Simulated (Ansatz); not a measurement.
## Geometry relaxation of Ir (part 1 of 2)

- system: Ir (slab, 4 atoms in the cell)
- method: DFT, r2SCAN, plane waves, PAW, Ueff = 4 eV on Ir d, no spin polarisation (Ansatz 0.2.0)

The structure derives from an entry of the Crystallography Open Database. The input holds or restrains some coordinates. Forces given for the steps count only the free coordinates.

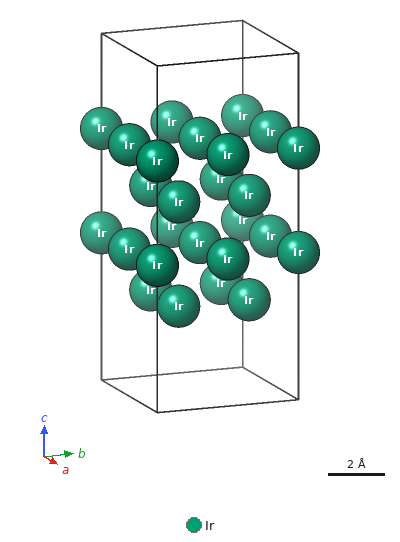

The structure as given in the input (spheres-only view of the 2 × 2 repeat of the cell, with the vacuum cut short, seen slightly off an axis). An atom can appear more than once, as a periodic image.

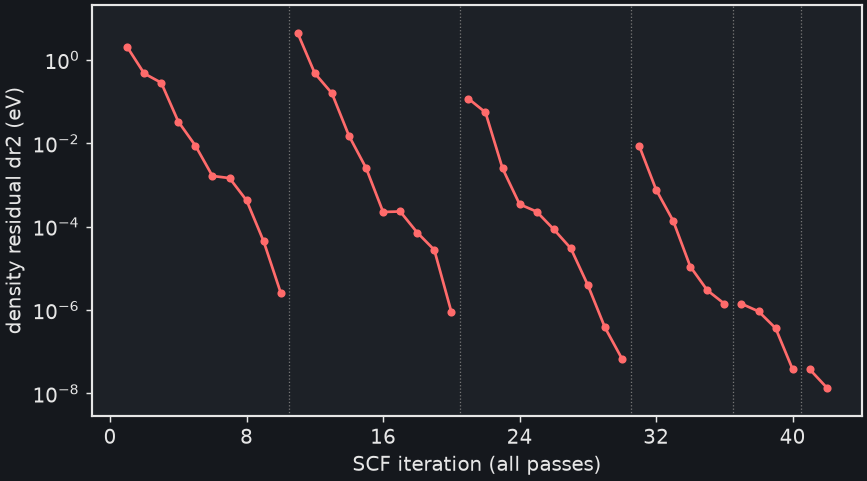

Convergence of the self-consistent field: density residual dr2 against the SCF iteration. Dotted lines part the SCF passes that the log prints in full.

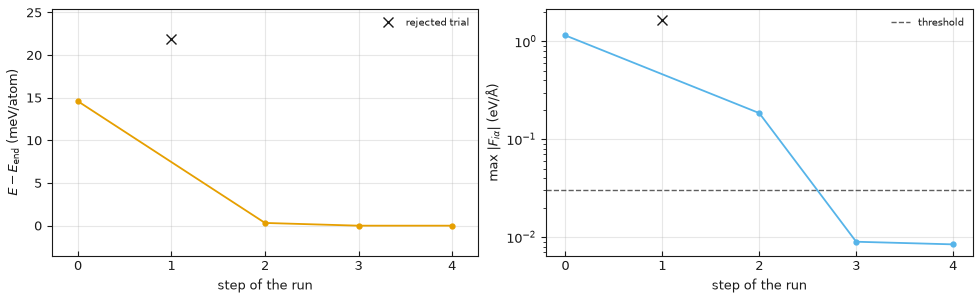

Progress of the restrained relaxation, step by step (the first geometry is step 0 here and step 1 in the log).

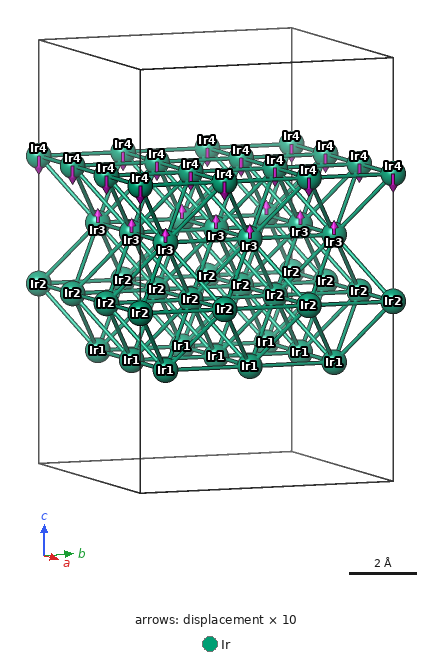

The starting structure with the displacements as pink arrows, magnified 10 times (ball-and-stick view of the 3 × 3 repeat of the cell, with the vacuum cut short, seen slightly off an axis). The largest move is that of Ir4, 0.059 Å. The lattice vectors keep their values. Among the contacts that change: Ir3–Ir4 2.718 → 2.646 Å, Ir2–Ir3 2.718 → 2.751 Å. After 4 geometry steps the energy has fallen by 14.6 meV per atom. The largest force component goes from 1.2 to 0.0084 eV/Å. The line search rejected the trial step at point 1 (counted from 0) and went back. (Atoms are counted from 1 in the order of the input.)

These pictures come from the run below.

### Input
```yaml
crystal:
  lattice:
    - [2.7182807111, 0.0, 0.0]
    - [0.0, 2.7182807111, 0.0]
    - [0.0, 0.0, 22.766344172]
  atoms:
    - { symbol: Ir, position: [0.5, 0.5, 0.3733581437] }
    - { symbol: Ir, position: [0.0, 0.0, 0.4577860479] }
    - { symbol: Ir, position: [0.5, 0.5, 0.5422139521] }
    - { symbol: Ir, position: [0.0, 0.0, 0.6266418563] }
kpoints:
  mp_grid: { grid: [11, 11, 1] }
hamiltonian:
  xc: r2scan
  hubbard: { sites: [{ species: Ir, l: d, u_eff: 4.0 }], double_counting: amf }
scf:
  occupations: { method: gaussian, width: 0.1 }
output:
  forces: true
  eigenvalues: true
relax:
  adjacent_minimum: "off"
  f_tol: 0.03
  max_steps: 70
  constraints: [{ sites: [0, 1] }]
efield:
  axis: 3
  dipole_correction: true
  ramp_width: 0.04
accuracy: low
```

Command:
```bash
ansatz run input.yaml --threads 2 --pin off --max-ram 5120MiB --backend cpu --events-out ev --progress --plain --runs-dir out
```

### Log
```
settings of this run that can trade accuracy for cost: accuracy: low. Do not mix this run's numbers with those of runs without the same settings; the input reference describes each key
The last accepted step is kept in [file] (removed where the run ends without a failure and the disk answers)
Ir: projections on atomic orbitals take those of the free atom [Kr 4d10 4f14] 5s2 5p6 5d7 6s2, of charge +0.00 (hamiltonian.pseudopotentials.projection_atoms); the dataset's partial waves leave at most 8.4e-5 of an orbital's norm unspanned inside its sphere
Engine: ansatz 0.2.0, x86_64-unknown-linux-gnu
Pseudopotentials: kind: paw
Pseudopotential: Ir, paw, valence charge 17, recommended cutoff 500 eV (meta_gga), Ir.paw.azcp
Functional definition: r2SCAN
  parameter k0 = 0.174
  parameter k1 = 0.065
  parameter a1 = 4.9479
  exchange = r2scan_x(k0 = k0, k1 = k1, a1 = a1)
  correlation = r2scan_c
Crystal: 4 atoms, lattice volume = 168.222 Å³
Basis set: ecut = 500 eV, 4151 PW (Γ), exchange–correlation on 60×60×540 points (27 copies of the dense FFT grid, shifted against one another)
Bands: 41, of which v1, the nominal top of the filled ones, is band 34 counted from 1 (33 counted from 0)
Symmetry: 8 space group operations
k-points: 21 of 121
Non-local potential: Ir, projectors of the file, l = 0: 3, l = 1: 2, l = 2: 2, l = 3: 1
PAW form: soft (Blöchl's): semilocal exchange-correlation on the pseudo side does not see the compensation charge
PAW frozen core: Ir, regenerated for the run's functional (the file was generated under x = pbe(κ = 0.804, μ = 0.2195149727645171), c = pbe(β = 0.06672455060314922))
PAW one-centre angular grid: Ir, 590 points (default); XC on 160 Gauss nodes
Initial density: superposition of atomic densities (neutral atoms: chi_scale 0, normalization atom)
Initial wavefunctions: pseudopotential atomic-orbital guess
Functional: x = r2scan, c = r2scan; τ floored in thin density (d = 2e-4 eV/Å³)
iter 1 solved again at ethr=3.02e-3 eV; its pass at ethr=3.10e-3 eV (dr2=2.06e0 eV) is discarded
SCF iter   1: F=—  HF=-47791.994090 eV  |F-HF|=—  |Δ(HF+E_count)|=         —  Δρ=2.80e-2  dr2=2.06e0  dr2_τ=1.61e-1  ethr=3.02e-3  p=0.000 e·Å  D=1.83e-13 V/Å  ΔV_dip=-0.00 eV  dr2_dipole=1.89e-10  V_vac-E_F(+/−)=6.97/6.97 eV  ⟨swp⟩=1.0  Hψ=4900  notcnv=0
efield: sawtooth ramp at fractional position 0.9800 (placed from the atoms, in the widest stretch of the axis that holds none; the zero of the levels goes with the place), width 0.0400; the density the first Hamiltonian is built on has a dipole p = 0.000 e·Å; the dipole correction subtracts the counter field D = 1.83e-13 V/Å, which shifts the + side's vacuum level by -0.00 eV against the − side's; the planar-averaged density in the ramp window peaks in size at 1.3e-5 e/Å³
preconditioner: auto → LDOS  [metal: Δε(μ)=0.033 eV  Ē_g=6.410 eV  σ=0.100 eV  W_gap=0.18  n_scr=28 (ndim 8)  ℏωp=17.2 eV  f_vac=0.584  D(μ)=5.69/eV (n_scr^D=44)  β→1.0]
SCF iter   2: F=—  HF=-47791.917837 eV  |F-HF|=—  |Δ(HF+E_count)|=   7.63e-2  Δρ=1.28e-2  dr2=4.75e-1  dr2_τ=8.12e-2  ethr=3.02e-3  p=-0.000 e·Å  D=-5.16e-6 V/Å  ΔV_dip=0.00 eV  dr2_dipole=2.46e-9  V_vac-E_F(+/−)=6.11/6.11 eV  ⟨swp⟩=2.2  Hψ=1361  notcnv=0
SCF iter   3: F=—  HF=-47792.004304 eV  |F-HF|=—  |Δ(HF+E_count)|=   8.65e-2  Δρ=1.02e-2  dr2=2.84e-1  dr2_τ=7.27e-3  ethr=6.99e-4  p=0.000 e·Å  D=8.41e-6 V/Å  ΔV_dip=-0.00 eV  dr2_dipole=9.56e-9  V_vac-E_F(+/−)=5.89/5.89 eV  ⟨swp⟩=1.9  Hψ=1087  notcnv=0  defer=22
SCF iter   4: F=—  HF=-47792.013824 eV  |F-HF|=—  |Δ(HF+E_count)|=   9.52e-3  Δρ=5.85e-3  dr2=3.32e-2  dr2_τ=4.33e-3  ethr=4.17e-4  p=-0.000 e·Å  D=-1.75e-6 V/Å  ΔV_dip=0.00 eV  dr2_dipole=3.11e-9  V_vac-E_F(+/−)=5.73/5.73 eV  ⟨swp⟩=2.2  Hψ=1275  notcnv=0  defer=22
SCF iter   5: F=—  HF=-47792.015896 eV  |F-HF|=—  |Δ(HF+E_count)|=   2.07e-3  Δρ=2.58e-3  dr2=8.82e-3  dr2_τ=1.01e-3  ethr=4.88e-5  p=-0.000 e·Å  D=-4.49e-6 V/Å  ΔV_dip=0.00 eV  dr2_dipole=9.93e-11  V_vac-E_F(+/−)=5.70/5.70 eV  ⟨swp⟩=2.2  Hψ=1393  notcnv=0  defer=23
SCF iter   6: F=—  HF=-47792.017679 eV  |F-HF|=—  |Δ(HF+E_count)|=   1.78e-3  Δρ=1.51e-3  dr2=1.65e-3  dr2_τ=1.73e-4  ethr=1.30e-5  p=-0.000 e·Å  D=-5.04e-6 V/Å  ΔV_dip=0.00 eV  dr2_dipole=8.29e-10  V_vac-E_F(+/−)=5.71/5.71 eV  ⟨swp⟩=2.4  Hψ=1374  notcnv=0  defer=23
SCF iter   7: F=—  HF=-47792.018559 eV  |F-HF|=—  |Δ(HF+E_count)|=   8.80e-4  Δρ=1.44e-3  dr2=1.47e-3  dr2_τ=8.81e-5  ethr=2.42e-6  p=0.000 e·Å  D=2.20e-8 V/Å  ΔV_dip=-0.00 eV  dr2_dipole=2.08e-12  V_vac-E_F(+/−)=5.73/5.73 eV  ⟨swp⟩=2.0  Hψ=1171  notcnv=0  defer=23
SCF iter   8: F=—  HF=-47792.019018 eV  |F-HF|=—  |Δ(HF+E_count)|=   4.59e-4  Δρ=7.11e-4  dr2=4.28e-4  dr2_τ=6.05e-5  ethr=2.16e-6  p=-0.000 e·Å  D=-5.48e-6 V/Å  ΔV_dip=0.00 eV  dr2_dipole=1.13e-9  V_vac-E_F(+/−)=5.74/5.74 eV  ⟨swp⟩=2.0  Hψ=1527  notcnv=0  defer=23
SCF iter   9: F=—  HF=-47792.019083 eV  |F-HF|=—  |Δ(HF+E_count)|=   6.53e-5  Δρ=2.48e-4  dr2=4.47e-5  dr2_τ=4.27e-6  ethr=6.30e-7  p=-0.000 e·Å  D=-3.17e-6 V/Å  ΔV_dip=0.00 eV  dr2_dipole=2.11e-10  V_vac-E_F(+/−)=5.75/5.75 eV  ⟨swp⟩=2.0  Hψ=1339  notcnv=0  defer=25
SCF iter  10: F=-47792.019110 eV  HF=-47792.019108 eV  |F-HF|=1.77e-6  |Δ(HF+E_count)|=   2.51e-5  Δρ=6.25e-5  dr2=2.61e-6  dr2_τ=4.77e-7  ethr=3.31e-8  p=-0.000 e·Å  D=-5.80e-7 V/Å  ΔV_dip=0.00 eV  dr2_dipole=5.86e-12  V_vac-E_F(+/−)=5.75/5.75 eV  ⟨swp⟩=12.5  Hψ=4106  notcnv=0
SCF 1 converged in 10 iterations: F = -47792.019110 eV  dr2 = 2.61e-6
  greatest PAW one-centre occupation: 1.001 electrons in one spin orbital (limit 2), on the Ir atom at site 0 (counted from 0), in its partial waves of l = 1
relax step   1: F+E_penalty+E_count = -47792.01911026 eV  Δ(F+E_penalty+E_count) = +0.000e0 eV  max|allowed force component| = 1.153e0 eV/Å  Δτ_max = 0.0000 Å  (10 SCF iters, dr2 threshold 2.25e-5 eV, accepted)
Initial density: handed on by an earlier stage of this run
Initial wavefunctions: those handed on with the density
SCF iter   1: F=—  HF=-47791.112364 eV  |F-HF|=—  |Δ(HF+E_count)|=         —  Δρ=1.66e-2  dr2=4.35e0  dr2_τ=6.15e0  ethr=3.10e-3  p=0.000 e·Å  D=1.23e-7 V/Å  ΔV_dip=-0.00 eV  dr2_dipole=1.77e0  V_vac-E_F(+/−)=5.61/5.61 eV  ⟨swp⟩=4.7  Hψ=2297  notcnv=0  defer=19
efield: sawtooth ramp at fractional position 0.9800 (handed on by an earlier solve), width 0.0400; the density the first Hamiltonian is built on has a dipole p = 0.000 e·Å; the dipole correction subtracts the counter field D = 1.23e-7 V/Å, which shifts the + side's vacuum level by -0.00 eV against the − side's; the planar-averaged density in the ramp window peaks in size at 6.5e-6 e/Å³
preconditioner: auto → LDOS  [metal: Δε(μ)=0.046 eV  Ē_g=6.559 eV  σ=0.100 eV  W_gap=0.24  n_scr=28 (ndim 8)  ℏωp=17.2 eV  f_vac=0.595  D(μ)=5.29/eV (n_scr^D=36)  β→1.0]
SCF iter   2: F=—  HF=-47791.960763 eV  |F-HF|=—  |Δ(HF+E_count)|=   8.48e-1  Δρ=6.19e-3  dr2=4.77e-1  dr2_τ=6.19e-2  ethr=3.10e-3  p=0.012 e·Å  D=1.26e-2 V/Å  ΔV_dip=-0.29 eV  dr2_dipole=1.84e-1  V_vac-E_F(+/−)=5.52/5.81 eV  ⟨swp⟩=2.1  Hψ=1176  notcnv=0  defer=25
SCF iter   3: F=—  HF=-47791.988369 eV  |F-HF|=—  |Δ(HF+E_count)|=   2.76e-2  Δρ=4.02e-3  dr2=1.59e-1  dr2_τ=2.52e-3  ethr=7.01e-4  p=0.007 e·Å  D=7.79e-3 V/Å  ΔV_dip=-0.18 eV  dr2_dipole=6.15e-2  V_vac-E_F(+/−)=5.63/5.81 eV  ⟨swp⟩=1.8  Hψ=1041  notcnv=0  defer=25
SCF iter   4: F=—  HF=-47791.988888 eV  |F-HF|=—  |Δ(HF+E_count)|=   5.19e-4  Δρ=2.15e-3  dr2=1.52e-2  dr2_τ=1.91e-4  ethr=2.34e-4  p=0.003 e·Å  D=3.26e-3 V/Å  ΔV_dip=-0.07 eV  dr2_dipole=5.24e-3  V_vac-E_F(+/−)=5.74/5.82 eV  ⟨swp⟩=1.8  Hψ=912  notcnv=0  defer=25
SCF iter   5: F=—  HF=-47791.989240 eV  |F-HF|=—  |Δ(HF+E_count)|=   3.52e-4  Δρ=8.04e-4  dr2=2.57e-3  dr2_τ=1.61e-4  ethr=2.23e-5  p=-0.001 e·Å  D=-1.17e-3 V/Å  ΔV_dip=0.03 eV  dr2_dipole=9.08e-4  V_vac-E_F(+/−)=5.87/5.84 eV  ⟨swp⟩=2.1  Hψ=1290  notcnv=0  defer=25
SCF iter   6: F=—  HF=-47791.989604 eV  |F-HF|=—  |Δ(HF+E_count)|=   3.64e-4  Δρ=6.27e-4  dr2=2.26e-4  dr2_τ=4.35e-5  ethr=3.78e-6  p=0.000 e·Å  D=2.09e-4 V/Å  ΔV_dip=-0.00 eV  dr2_dipole=2.88e-6  V_vac-E_F(+/−)=5.83/5.83 eV  ⟨swp⟩=1.9  Hψ=1151  notcnv=0  defer=25
SCF iter   7: F=—  HF=-47791.989699 eV  |F-HF|=—  |Δ(HF+E_count)|=   9.48e-5  Δρ=5.50e-4  dr2=2.32e-4  dr2_τ=1.21e-5  ethr=3.33e-7  p=0.000 e·Å  D=1.61e-4 V/Å  ΔV_dip=-0.00 eV  dr2_dipole=2.79e-5  V_vac-E_F(+/−)=5.83/5.83 eV  ⟨swp⟩=2.0  Hψ=1189  notcnv=0  defer=25
SCF iter   8: F=—  HF=-47791.989751 eV  |F-HF|=—  |Δ(HF+E_count)|=   5.22e-5  Δρ=2.94e-4  dr2=7.25e-5  dr2_τ=1.21e-5  ethr=1.22e-7  p=0.000 e·Å  D=2.57e-4 V/Å  ΔV_dip=-0.01 eV  dr2_dipole=2.74e-6  V_vac-E_F(+/−)=5.83/5.84 eV  ⟨swp⟩=11.8  Hψ=4765  notcnv=0
SCF iter   9: F=—  HF=-47791.989760 eV  |F-HF|=—  |Δ(HF+E_count)|=   9.30e-6  Δρ=1.07e-4  dr2=2.78e-5  dr2_τ=3.75e-6  ethr=1.07e-7  p=0.000 e·Å  D=2.60e-4 V/Å  ΔV_dip=-0.01 eV  dr2_dipole=4.44e-6  V_vac-E_F(+/−)=5.83/5.84 eV  ⟨swp⟩=8.6  Hψ=3723  notcnv=0
SCF iter  10: F=-47791.989773 eV  HF=-47791.989771 eV  |F-HF|=2.08e-6  |Δ(HF+E_count)|=   1.09e-5  Δρ=3.96e-5  dr2=9.04e-7  dr2_τ=4.54e-7  ethr=4.09e-8  p=0.000 e·Å  D=2.92e-4 V/Å  ΔV_dip=-0.01 eV  dr2_dipole=4.38e-8  V_vac-E_F(+/−)=5.83/5.84 eV  ⟨swp⟩=7.1  Hψ=2995  notcnv=0
SCF 2 converged in 10 iterations: F = -47791.989773 eV  dr2 = 9.04e-7
  greatest PAW one-centre occupation: 1.001 electrons in one spin orbital (limit 2), on the Ir atom at site 3 (counted from 0), in its partial waves of l = 1
relax step   2: F+E_penalty+E_count = -47791.98977298 eV  Δ(F+E_penalty+E_count) = +2.934e-2 eV  max|allowed force component| = 1.656e0 eV/Å  Δτ_max = 0.1708 Å  (10 SCF iters, dr2 threshold 8.31e-5 eV, rejected (line search))
iter 1 solved again at ethr=1.35e-4 eV; its pass at ethr=3.10e-3 eV (dr2=9.21e-2 eV) is discarded
```
